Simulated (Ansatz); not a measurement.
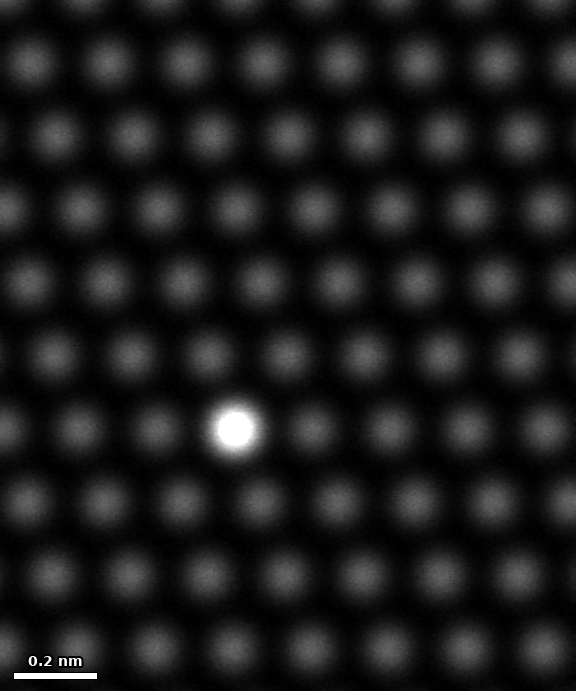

Dark-field STEM-like image of C (Fm-3m, No. 225) along [110]. Simulation: incoherent imaging, intensity Z^1.7 per atom, probe width 0.94 Å, thin sample. Shot noise and a slight drift were added.

The sample is 1 repeat (2.2 Å) thick. One point defect was put into the perfect crystal, without relaxing the atoms around it. Brightness is counted from the darkest point of the image. Host structure: the end point of a relaxation with DFT PBE, scalar-relativistic, plane waves, PAW (Ansatz); the starting structure was generated, so it need not be a known form of this composition.

Where is the defect (in Å from the left and the top edge), and what does its contrast suggest?

At about 6 Å from the left and 10 Å from the top. The column is brighter, which points to a heavier atom. The column holds 1 atom (C) through the sample, and one C atom is replaced by Si, so its peak rises to about 435 % of that of its equals.
